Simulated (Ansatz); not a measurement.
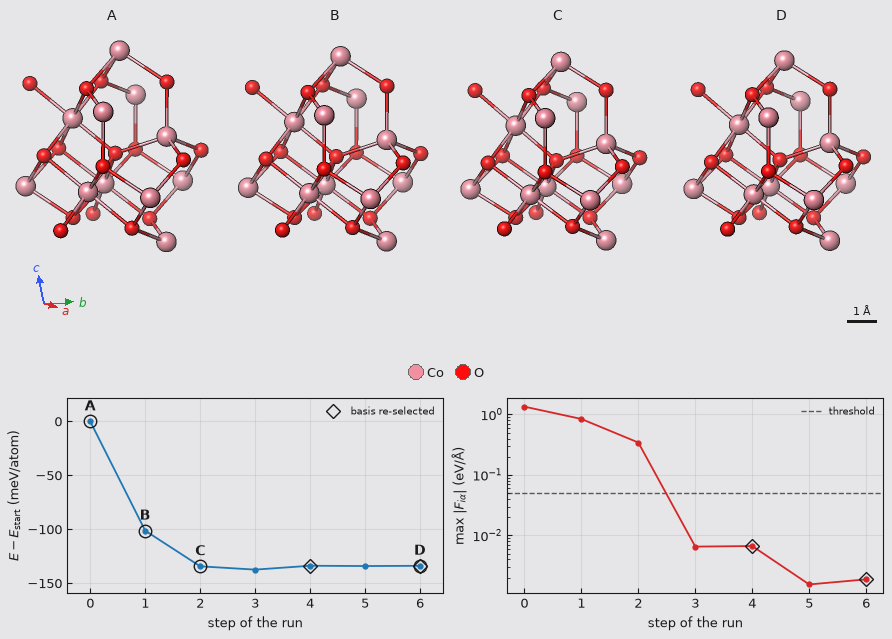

Frames of a relaxation of crystalline Co3O4 (set up in C2/m) (coarse preliminary run), marked on the history of the run. Style: ball-and-stick. Shown: the atoms within 4.2 Å of the atom that moves most (axes of the conventional cell (2 times the calculation's cell)), slightly off an axis. Lengths and directions refer to the drawn axes.

Computed with DFT PBEsol, scalar-relativistic, plane waves, PAW (Ansatz). Settings: plane-wave cutoff 420 eV; k-point mesh 4 × 4 × 4; occupations gaussian; smearing width 0.1 eV; collinear spin; cell and atoms relaxed; force threshold 0.05 eV/Å; at most 80 steps.

Describe the path.

After 4 accepted moves (6 points after the start) the energy has fallen by 134 meV per atom. Largest force component: 1.3 eV/Å at the start, 0.0019 eV/Å at the end. Pressure: −24.21 GPa at the start and −0.01 GPa at the end. At 2 points the geometry stayed and the basis and grid were re-selected for the new cell (energy shift of 3.6 meV per atom at most each time). The largest moves relative to the cell, 0.076 Å, are those of O atoms. By element the largest moves are O 0.076 Å, Co 0.041 Å. The volume changes by −12.1 %, with a 10.210 → 9.779 Å (−4.2 %), b 5.828 → 5.645 Å (−3.1 %), c 5.940 → 5.645 Å (−5.0 %), β 125.0° → 125.3°. Among the contacts that change: Co–O 2.052 → 1.902 Å, Co–O 2.025 → 1.902 Å, Co–O 1.969 → 1.902 Å, Co–O 1.931 → 1.901 Å. Among the angles between lasting bonds that change: Co–O–Co 92.2° → 95.8°, O–Co–O 87.3° → 83.9°, O–Co–O 92.7° → 96.1°. The space group (tolerance 0.01 Å) goes from C2/m (No. 12) to Fd-3m (No. 227). The run may lie on a higher electronic state than the lowest, so the end point isn't shown to be the ground-state structure. The run took 120 s on 4 threads of Oxide Virtual Turin-like Processor (Zen 5), with other jobs on the host, peak memory 1 GiB. From step 0 to 1: O atoms move most (0.03 Å), volume −6.6 %, energy −101 meV per atom. From step 1 to 2: O atoms move most (0.06 Å), volume −7.5 %, energy −33.0 meV per atom. From step 2 to 6: volume +1.8 %, energy +0.5 meV per atom.

```
step  E − E(0), meV/atom  largest force component, eV/Å  pressure, GPa  volume, Å³/atom                      note
   0                0.00                         1.3452         -24.21           10.339                          
   1             -101.22                         0.8416         -13.21            9.653                          
   2             -134.24                         0.3433           5.75            8.925                          
   3             -137.30                         0.0065          -0.18            9.120                          
   4             -133.71                         0.0067          -0.83            9.120  same geometry, new basis
   5             -133.98                         0.0015           0.01            9.088                          
   6             -133.76                         0.0019          -0.01            9.088  same geometry, new basis
```
